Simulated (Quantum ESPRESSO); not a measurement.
**Relaxation of cell and atoms of C (part 2 of 4)**

The same run, continued: C (P1, 4 atoms in the cell); Kohn-Sham DFT of a periodic cell, PBE with D3, GBRV 1.5 PBE, no spin polarisation (Quantum ESPRESSO 7.5); cutoff 612.26 eV, 9×7×3 k-mesh, fermi-dirac of 0.136 eV. The structure derives from a Materials Project entry.

Geometry of the input (Å; fractional positions):
```
-1.7498  1.2023  -0.0884
2.0608  1.7409  -0.0716
0.3819  -0.9354  -6.2664
C  0.1674  0.3388  0.4981
C  0.1679  0.8354  0.9977
C  0.8349  0.1680  0.0036
C  0.8297  0.6578  0.5006
```

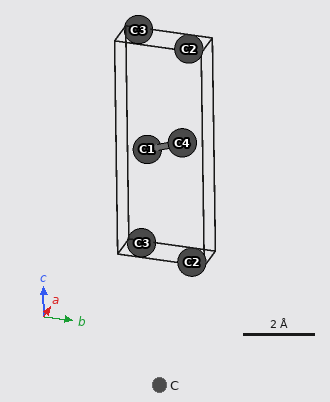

The structure as given in the input (ball-and-stick view of the cell of the calculation, seen at an oblique angle; atoms are numbered from 1 in the order of the input). An atom can appear more than once, as a periodic image.

## The program's output, continued
```
   -10.1703 -10.0761  -4.0333  -3.6517   1.9878   2.5021   4.4016   4.6754
     9.3447  10.2480  15.4800  15.5200  17.7667  19.9145

          k =-0.2066-0.1041 0.0029 (  1196 PWs)   bands (ev):

   -11.2275 -10.8451  -1.6142  -1.2472   0.1136   2.3858   4.6819   5.0097
    11.7561  12.8014  12.9654  13.0891  14.6562  18.4796

          k =-0.2052-0.1103-0.1091 (  1201 PWs)   bands (ev):

   -11.1402 -10.9430  -1.6201  -1.2933   0.6368   1.7909   4.6874   5.0156
    11.6251  12.2938  13.1804  13.4056  16.1015  18.4367

          k =-0.2080-0.0978 0.1150 (  1199 PWs)   bands (ev):

   -11.1356 -10.9482  -1.6315  -1.2674   0.6566   1.7373   4.6870   5.0147
    11.7587  12.3753  13.0579  13.4237  15.8481  18.4450

          k =-0.1404-0.0085-0.0073 (  1198 PWs)   bands (ev):

   -11.8929 -11.4619  -0.7617   1.3248   1.7194   1.7868   4.7245   5.0925
     9.7489   9.9123  13.1286  14.8673  15.6289  17.4113

          k =-0.1390-0.0147-0.1193 (  1204 PWs)   bands (ev):

   -11.7852 -11.5847  -0.2034   0.8344   1.4367   1.8183   4.7282   5.0960
     9.8001   9.8643  14.0763  15.1471  15.9187  17.3999

          k =-0.1418-0.0022 0.1047 (  1202 PWs)   bands (ev):

   -11.8030 -11.5652  -0.2938   0.9617   1.4134   1.8185   4.7279   5.0953
     9.7692   9.9187  14.2423  14.9267  15.4452  17.3968

          k =-0.1484 0.1742-0.0350 (  1201 PWs)   bands (ev):

   -11.0842 -10.6830   0.2374   1.3102   1.4831   2.5420   2.6602   2.9216
     9.9150  10.1608  14.0158  14.8171  15.0521  17.3856

          k =-0.1470 0.1680-0.1471 (  1212 PWs)   bands (ev):

   -10.9547 -10.8274   0.9125   1.2661   1.4479   1.7740   2.5897   2.9720
     9.9619  10.1329  14.6567  14.9862  15.9182  17.2709

          k =-0.1498 0.1804 0.0770 (  1206 PWs)   bands (ev):

   -11.0278 -10.7480   0.5202   1.3173   1.4986   2.1244   2.6106   2.9734
     9.9347  10.1394  14.4254  15.0903  15.1518  17.3800

          k =-0.0822 0.2698-0.0453 (  1207 PWs)   bands (ev):

   -10.5280 -10.1692  -0.6356  -0.4442   0.9554   1.7610   1.8525   3.1592
    12.4024  12.6865  12.9099  13.5455  15.5247  19.4067

          k =-0.0808 0.2636-0.1573 (  1212 PWs)   bands (ev):

   -10.3999 -10.3095  -0.6495  -0.4695   1.6382   1.7278   1.9557   2.2818
    12.4305  12.7112  13.0215  13.5076  16.8634  17.9616

          k =-0.0836 0.2760 0.0667 (  1211 PWs)   bands (ev):

   -10.4867 -10.2160  -0.6383  -0.4695   1.2103   1.7915   1.8089   2.8767
    12.1014  12.8421  13.2072  13.4309  16.0916  18.8642

          k =-0.0160 0.3654-0.0555 (  1210 PWs)   bands (ev):

    -9.6071  -9.3578  -2.9273  -2.6082   1.3895   1.5312   2.2535   3.8272
    10.3082  11.4035  14.2713  15.2306  18.0458  19.5413

          k =-0.0146 0.3591-0.1675 (  1208 PWs)   bands (ev):

    -9.5069  -9.4626  -2.9350  -2.6288   1.3738   1.5395   2.9373   3.1646
    10.3364  10.8890  14.9280  15.1753  18.7808  19.0418

          k =-0.0174 0.3716 0.0565 (  1206 PWs)   bands (ev):

    -9.5898  -9.3757  -2.9229  -2.6318   1.4047   1.5081   2.3892   3.7589
    10.2750  11.0597  14.5902  15.2676  18.2929  19.5421

          k = 0.0502 0.4610-0.0657 (  1195 PWs)   bands (ev):

    -9.0142  -8.9376  -3.9166  -3.5581   1.4636   1.6363   3.5333   3.6644
     9.5996  10.0501  14.4775  15.0495  18.4735  20.2343

          k = 0.0516 0.4547-0.1778 (  1192 PWs)   bands (ev):

    -9.0213  -8.9260  -3.9360  -3.5736   1.4536   1.6399   3.5294   3.9474
     9.2116   9.6588  14.9236  14.9699  19.2445  20.3619

          k = 0.0488 0.4672 0.0463 (  1195 PWs)   bands (ev):

    -9.0160  -8.9332  -3.9300  -3.5661   1.4732   1.6195   3.5121   3.8629
     9.3568   9.7974  14.5987  15.1126  19.2468  20.3790

          k =-0.3470-0.1126-0.0043 (  1198 PWs)   bands (ev):

    -9.6932  -9.4165  -2.7230  -2.3668   1.8229   2.0249   2.2060   3.8979
    10.3768  11.3792  12.9570  13.1890  16.3341  20.5748

          k =-0.3456-0.1188-0.1164 (  1192 PWs)   bands (ev):

    -9.6272  -9.4869  -2.7240  -2.3955   1.8104   2.0223   2.6344   3.5295
    10.3548  10.7893  13.1319  13.2657  17.7807  19.8077

          k =-0.3483-0.1063 0.1077 (  1190 PWs)   bands (ev):

    -9.6274  -9.4873  -2.7340  -2.3721   1.8168   2.0072   2.6551   3.4526
    10.3173  11.1229  12.9972  13.2520  17.4128  20.0823

          k =-0.2808-0.0170-0.0146 (  1194 PWs)   bands (ev):

   -10.5949 -10.2224  -0.2626   0.0626   0.9235   2.1758   2.4111   3.2192
    10.9859  11.1195  12.7572  13.5777  14.9584  17.7631

          k =-0.2794-0.0232-0.1266 (  1190 PWs)   bands (ev):

   -10.4919 -10.3370  -0.2786   0.0244   1.5388   2.1294   2.3307   2.6405
    10.9024  11.1625  12.9159  13.2024  16.7634  17.7635

          k =-0.2822-0.0107 0.0974 (  1193 PWs)   bands (ev):

   -10.5226 -10.3040  -0.2809   0.0497   1.3356   2.1797   2.4313   2.6852
    10.9466  11.2146  12.7114  13.4634  16.0055  17.7745

          k =-0.2146 0.0786-0.0248 (  1203 PWs)   bands (ev):

   -11.1080 -10.7024   0.2245   1.9198   2.1026   2.4025   2.6733   2.7864
     9.3644   9.5642  13.9320  14.9333  15.1161  16.3014

          k =-0.2132 0.0724-0.1368 (  1202 PWs)   bands (ev):

   -10.9870 -10.8381   0.8651   1.6529   1.9174   2.1310   2.5158   2.8441
     9.4243   9.4962  14.5391  14.9026  16.2169  16.3860

          k =-0.2160 0.0849 0.0872 (  1195 PWs)   bands (ev):

   -11.0409 -10.7794   0.5770   1.9182   1.9646   2.1975   2.4928   2.8280
     9.3517   9.5841  14.6447  14.9317  15.2371  16.3296

          k =-0.2226 0.2613-0.0526 (  1204 PWs)   bands (ev):

    -9.5425  -9.1965  -1.6633  -1.4505   1.9946   2.1120   2.3995   4.2937
    11.4317  11.6751  12.2946  12.8249  16.2220  16.8444

          k =-0.2212 0.2551-0.1646 (  1202 PWs)   bands (ev):

    -9.4108  -9.3398  -1.6710  -1.4424   1.9514   2.2970   2.9697   3.4121
    11.4638  11.6574  12.1789  12.9913  16.8555  17.4730

          k =-0.2240 0.2675 0.0594 (  1205 PWs)   bands (ev):

    -9.5096  -9.2338  -1.6438  -1.4708   1.9407   2.2321   2.5215   4.0363
    11.4576  11.6455  12.4188  12.7345  16.6089  16.8777

          k =-0.1564 0.3569-0.0628 (  1199 PWs)   bands (ev):

    -8.8990  -8.6054  -2.1869  -1.9896   0.1611   0.5396   2.9543   4.8728
    11.2667  11.5547  13.3572  13.5991  17.4032  19.2503

          k =-0.1550 0.3507-0.1748 (  1209 PWs)   bands (ev):

    -8.7778  -8.7347  -2.1912  -1.9862   0.1488   0.5214   3.7171   4.0132
    11.0861  11.7720  13.4103  13.6348  18.2510  18.4809

          k =-0.1578 0.3631 0.0492 (  1207 PWs)   bands (ev):

    -8.8802  -8.6262  -2.1617  -2.0148   0.1510   0.5275   3.1018   4.7180
    11.1446  11.7046  13.3483  13.6262  17.5790  19.0952

          k =-0.0902 0.4525-0.0730 (  1198 PWs)   bands (ev):

    -8.0463  -7.8697  -2.5835  -2.5349  -1.2334  -0.9525   4.2988   5.5115
     9.9382  10.3286  13.7670  14.2329  18.2735  19.2751

          k =-0.0888 0.4463-0.1851 (  1200 PWs)   bands (ev):

    -7.9948  -7.9218  -2.5802  -2.5471  -1.2458  -0.9577   4.9106   4.9655
     9.8199  10.2586  13.9541  14.0831  18.1597  18.7519

          k =-0.0916 0.4587 0.0390 (  1200 PWs)   bands (ev):

    -8.0480  -7.8669  -2.5662  -2.5504  -1.2435  -0.9616   4.3369   5.5606
     9.7398  10.4276  13.7393  14.2433  18.3007  18.9581

          k =-0.0240 0.5481-0.0833 (  1196 PWs)   bands (ev):

    -7.8388  -7.7027  -2.6317  -2.4499  -1.2846  -1.1283   4.9821   5.5191
     9.5105  10.1022  12.0767  12.3653  18.3883  18.9544

          k =-0.0226 0.5418-0.1953 (  1190 PWs)   bands (ev):

    -7.8300  -7.7090  -2.6348  -2.4641  -1.2970  -1.1274   5.1166   5.6311
     9.3046   9.8465  12.1449  12.3294  18.1131  19.0606

          k =-0.0254 0.5543 0.0287 (  1191 PWs)   bands (ev):

    -7.8213  -7.7196  -2.6396  -2.4473  -1.2646  -1.1589   5.2479   5.3521
     9.5352   9.8964  12.0096  12.4003  18.2727  19.2758

          k =-0.4212-0.0254-0.0219 (  1191 PWs)   bands (ev):

    -8.5964  -8.3229  -1.4421  -1.3379  -0.5941  -0.3336   3.5902   5.3807
    10.0243  10.2447  10.7420  11.4979  17.3168  20.2197

          k =-0.4198-0.0317-0.1339 (  1191 PWs)   bands (ev):

    -8.5190  -8.4055  -1.4204  -1.3663  -0.5979  -0.3500   4.1134   4.8323
     9.9549  10.3276  10.8475  11.1882  18.2867  19.5637

          k =-0.4225-0.0192 0.0901 (  1179 PWs)   bands (ev):

    -8.5471  -8.3764  -1.4417  -1.3407  -0.5904  -0.3482   3.9235   4.9898
    10.0139  10.4024  10.7322  11.2872  17.9192  20.0215

          k =-0.3550 0.0701-0.0321 (  1194 PWs)   bands (ev):

    -9.3619  -9.0227  -0.9061  -0.6811   1.1043   1.4832   2.4608   4.6364
     9.2909   9.4692  12.3061  12.7489  16.2415  17.4336

          k =-0.3536 0.0639-0.1441 (  1198 PWs)   bands (ev):

    -9.2509  -9.1441  -0.9066  -0.6812   1.0826   1.4512   3.1524   3.8458
     9.2413   9.5245  12.4028  12.5684  17.3751  17.6630

          k =-0.3563 0.0764 0.0799 (  1192 PWs)   bands (ev):

    -9.3115  -9.0793  -0.9070  -0.6799   1.0915   1.4663   2.7885   4.2338
     9.2264   9.5479  12.3341  12.7164  16.8804  17.5616

          k =-0.2888 0.1657-0.0423 (  1208 PWs)   bands (ev):

    -9.7108  -9.3512  -1.1006  -0.8796   1.9344   2.4666   2.8884   4.2037
     9.9800  10.1301  12.9261  13.2087  15.4735  15.8660

          k =-0.2874 0.1595-0.1544 (  1209 PWs)   bands (ev):

    -9.5840  -9.4901  -1.1064  -0.8735   2.3433   2.5714   2.9926   3.4114
     9.9918  10.1221  12.8015  13.3108  15.5126  16.1107

          k =-0.2901 0.1720 0.0697 (  1201 PWs)   bands (ev):

    -9.6672  -9.4006  -1.0956  -0.8845   2.1148   2.5011   2.9093   3.8743
     9.9314  10.1812  12.9464  13.2135  15.5496  16.1106

          k =-0.2968 0.3484-0.0701 (  1212 PWs)   bands (ev):

    -7.4745  -7.1925  -4.6281  -4.4097   1.9006   2.2434   4.3062   6.1381
     9.3737  10.6648  12.1520  12.4905  17.2919  17.9973

          k =-0.2954 0.3422-0.1821 (  1210 PWs)   bands (ev):

    -7.3610  -7.3138  -4.6288  -4.4083   1.8897   2.2271   4.9542   5.3792
     9.4654  10.6112  12.2061  12.4309  17.4887  18.0573

          k =-0.2981 0.3547 0.0419 (  1210 PWs)   bands (ev):

    -7.4593  -7.2097  -4.5620  -4.4788   1.8926   2.2313   4.4971   5.8880
     9.9369  10.1157  12.2091  12.4198  17.4282  17.9310

          k =-0.2306 0.4440-0.0803 (  1201 PWs)   bands (ev):

    -6.8618  -6.6291  -4.9404  -4.7061   0.7663   1.1240   5.0058   6.6591
     8.9526   9.9898  12.9926  13.2061  17.5217  18.1451

          k =-0.2292 0.4378-0.1923 (  1202 PWs)   bands (ev):

    -6.7851  -6.7110  -4.9273  -4.7183   0.7583   1.1137   5.5501   5.9929
     9.0601  10.0066  12.9681  13.2336  17.6434  18.2049

          k =-0.2320 0.4502 0.0317 (  1204 PWs)   bands (ev):

    -6.8518  -6.6406  -4.8604  -4.7892   0.7607   1.1173   5.2026   6.4028
     9.4201   9.5628  12.9644  13.2046  17.5451  18.2095

          k =-0.1644 0.5396-0.0906 (  1204 PWs)   bands (ev):

    -6.3450  -6.1806  -4.6777  -4.4597  -0.5361  -0.1237   6.1062   7.4258
     8.6880   8.9896  11.7347  11.9078  18.2866  18.9465

          k =-0.1630 0.5334-0.2026 (  1204 PWs)   bands (ev):

    -6.3270  -6.1996  -4.6533  -4.4831  -0.5445  -0.1337   6.5277   6.9320
     8.6267   9.1787  11.7175  11.9174  18.2943  18.8960

          k =-0.1658 0.5458 0.0215 (  1203 PWs)   bands (ev):

    -6.3385  -6.1865  -4.6171  -4.5244  -0.5404  -0.1292   6.3195   7.2739
     8.6370   8.9810  11.6223  11.9929  18.4235  18.7736

          k =-0.0982 0.6352-0.1008 (  1192 PWs)   bands (ev):

    -6.4183  -6.2649  -4.1162  -3.9350  -0.7234  -0.3065   6.9172   7.4274
     8.2351   9.0834   9.4450   9.6676  18.9291  19.9325

          k =-0.0968 0.6289-0.2128 (  1192 PWs)   bands (ev):

    -6.4086  -6.2725  -4.1085  -3.9456  -0.7305  -0.3157   7.1621   7.6500
     7.9216   8.9368   9.3729   9.6995  18.7634  19.4832

          k =-0.0996 0.6414 0.0112 (  1199 PWs)   bands (ev):

    -6.4118  -6.2693  -4.0787  -3.9791  -0.7273  -0.3103   7.1505   7.4229
     8.4289   8.6465   9.3344   9.7306  18.9033  19.6587

          k =-0.4954 0.0617-0.0394 (  1188 PWs)   bands (ev):

    -7.0247  -6.7900  -3.5938  -3.4206   0.0177   0.4138   5.5630   7.2438
     8.3790   8.6244   9.1813  10.0982  18.8923  20.0737

          k =-0.4940 0.0554-0.1514 (  1188 PWs)   bands (ev):

    -6.9595  -6.8583  -3.5896  -3.4279   0.0127   0.4069   6.1102   6.6169
     8.3378   8.7296   9.3080   9.8796  19.4572  20.1124

          k =-0.4967 0.0679 0.0726 (  1184 PWs)   bands (ev):

    -6.9979  -6.8183  -3.5802  -3.4361   0.0136   0.4095   5.7899   6.9543
     8.3275   8.6917   9.4624   9.8166  19.2751  20.2660

          k =-0.4292 0.1572-0.0496 (  1201 PWs)   bands (ev):

    -7.5810  -7.2952  -3.4586  -3.2851   0.8118   1.2200   4.5648   6.4795
     9.5605   9.7110  10.4254  10.5011  17.5772  17.8212

          k =-0.4278 0.1510-0.1616 (  1201 PWs)   bands (ev):

    -7.4785  -7.4049  -3.4619  -3.2824   0.8053   1.2117   5.2187   5.7047
     9.5106   9.8183  10.3736  10.4998  17.6740  18.1894

          k =-0.4305 0.1635 0.0624 (  1207 PWs)   bands (ev):

    -7.5522  -7.3269  -3.4581  -3.2844   0.8055   1.2130   4.7792   6.1958
     9.4902   9.7373  10.4483  10.6103  17.7071  18.0001

          k =-0.3630 0.2528-0.0599 (  1214 PWs)   bands (ev):

    -7.7545  -7.4549  -3.9757  -3.7872   1.7290   2.1001   4.1368   6.0711
    10.0298  10.8638  11.6418  11.8013  15.7355  16.3930

          k =-0.3616 0.2466-0.1719 (  1212 PWs)   bands (ev):

    -7.6366  -7.5814  -3.9826  -3.7796   1.7191   2.0855   4.8220   5.2685
    10.0324  10.9061  11.6020  11.8001  15.7926  16.4334

          k =-0.3643 0.2591 0.0522 (  1204 PWs)   bands (ev):

    -7.7315  -7.4806  -3.9452  -3.8185   1.7208   2.0895   4.3366   5.8094
    10.4491  10.4901  11.6016  11.8465  15.8026  16.4308

     the Fermi energy is     7.6300 ev

!    total energy              =     -45.48012691 Ry
     estimated scf accuracy    <          3.2E-10 Ry
     smearing contrib. (-TS)   =      -0.00110672 Ry
     internal energy E=F+TS    =     -45.47902019 Ry

     The total energy is F=E-TS. E is the sum of the following terms:
     one-electron contribution =      -6.99882503 Ry
     hartree contribution      =      11.79212286 Ry
     xc contribution           =     -14.44376751 Ry
     ewald contribution        =     -35.80501980 Ry
     DFT-D3 Dispersion         =      -0.02353071 Ry

     convergence has been achieved in  10 iterations

     Forces acting on atoms (cartesian axes, Ry/au):

     atom    1 type  1   force =    -0.14091602    0.02972682   -0.00935622
     atom    2 type  1   force =    -0.07448900    0.05280837   -0.02069798
     atom    3 type  1   force =     0.07438173   -0.05277038    0.02114709
     atom    4 type  1   force =     0.14102329   -0.02976481    0.00890711

     Total force =     0.243335     Total SCF correction =     0.000031

     Computing stress (Cartesian axis) and pressure

          total   stress  (Ry/bohr**3)                   (kbar)     P=      198.88
   0.00954404  -0.00657517   0.00039344         1403.98     -967.24       57.88
  -0.00657517  -0.00578642   0.00031057         -967.24     -851.21       45.69
   0.00039344   0.00031057   0.00029816           57.88       45.69       43.86

     BFGS Geometry Optimization
     Energy error            =      2.0E+00 Ry
     Gradient error          =      1.4E-01 Ry/Bohr
     Cell gradient error     =      1.4E+03 kbar

     number of scf cycles    =   1
     number of bfgs steps    =   0

     enthalpy           new  =     -45.4801269054 Ry

     new trust radius        =       0.5000000000 bohr
     new conv_thr            =       0.0000000008 Ry

     new unit-cell volume =    244.58200 a.u.^3 (    36.24331 Ang^3 )
     density =      2.20120 g/cm^3

CELL_PARAMETERS (bohr)
  -3.960515295   2.392023334  -0.176084916
   4.111746367   2.662416059  -0.100099285
   0.916252651  -1.742272279 -11.895018971

ATOMIC_POSITIONS (bohr)
C                1.0951762790        0.4574097345       -5.9943658307
C                3.6335790564        0.9185545097      -11.9924325630
C               -2.5625223162        2.4071128468       -0.1946388867
C               -0.0312655816        2.8412571541       -6.1609689440

     NEW-OLD atomic charge density approx. for the potential
     New effective cutoffs (rho, wfc):  452.43   57.24

     Self-consistent Calculation

[... 215 further cycles ...]
     iteration #  1     ecut=    45.00 Ry     beta= 0.50
     Davidson diagonalization with overlap
     c_bands:  1 eigenvalues not converged
     c_bands:  1 eigenvalues not converged
     c_bands:  1 eigenvalues not converged
     c_bands:  1 eigenvalues not converged
     c_bands:  1 eigenvalues not converged
     c_bands:  1 eigenvalues not converged
     c_bands:  1 eigenvalues not converged
     c_bands:  2 eigenvalues not converged
     c_bands:  3 eigenvalues not converged
     c_bands:  1 eigenvalues not converged
     c_bands:  1 eigenvalues not converged
     c_bands:  1 eigenvalues not converged
     c_bands:  1 eigenvalues not converged
     c_bands:  3 eigenvalues not converged
     c_bands:  1 eigenvalues not converged
     c_bands:  1 eigenvalues not converged
     c_bands:  1 eigenvalues not converged
     ethr =  1.00E-06,  avg # of iterations = 16.1

     total energy              =     -45.96671127 Ry
     estimated scf accuracy    <       0.38893729 Ry

     iteration #  2     ecut=    45.00 Ry     beta= 0.50
     Davidson diagonalization with overlap
     ethr =  2.43E-03,  avg # of iterations =  1.5

     total energy              =     -45.97964503 Ry
     estimated scf accuracy    <       0.03518664 Ry

     iteration #  3     ecut=    45.00 Ry     beta= 0.50
     Davidson diagonalization with overlap
     ethr =  2.20E-04,  avg # of iterations =  3.3

     total energy              =     -45.98504107 Ry
     estimated scf accuracy    <       0.00086395 Ry

     iteration #  4     ecut=    45.00 Ry     beta= 0.50
     Davidson diagonalization with overlap
     ethr =  5.40E-06,  avg # of iterations =  4.3

     total energy              =     -45.98510766 Ry
     estimated scf accuracy    <       0.00003086 Ry

     iteration #  5     ecut=    45.00 Ry     beta= 0.50
     Davidson diagonalization with overlap
     ethr =  1.93E-07,  avg # of iterations =  2.2

     total energy              =     -45.98511389 Ry
     estimated scf accuracy    <       0.00000038 Ry

     iteration #  6     ecut=    45.00 Ry     beta= 0.50
     Davidson diagonalization with overlap
     ethr =  2.37E-09,  avg # of iterations =  2.8

     total energy              =     -45.98511410 Ry
     estimated scf accuracy    <       0.00000002 Ry

     iteration #  7     ecut=    45.00 Ry     beta= 0.50
     Davidson diagonalization with overlap
     ethr =  1.42E-10,  avg # of iterations =  2.0

     total energy              =     -45.98511411 Ry
     estimated scf accuracy    <          1.4E-09 Ry

     iteration #  8     ecut=    45.00 Ry     beta= 0.50
     Davidson diagonalization with overlap
     ethr =  8.55E-12,  avg # of iterations =  2.0
```
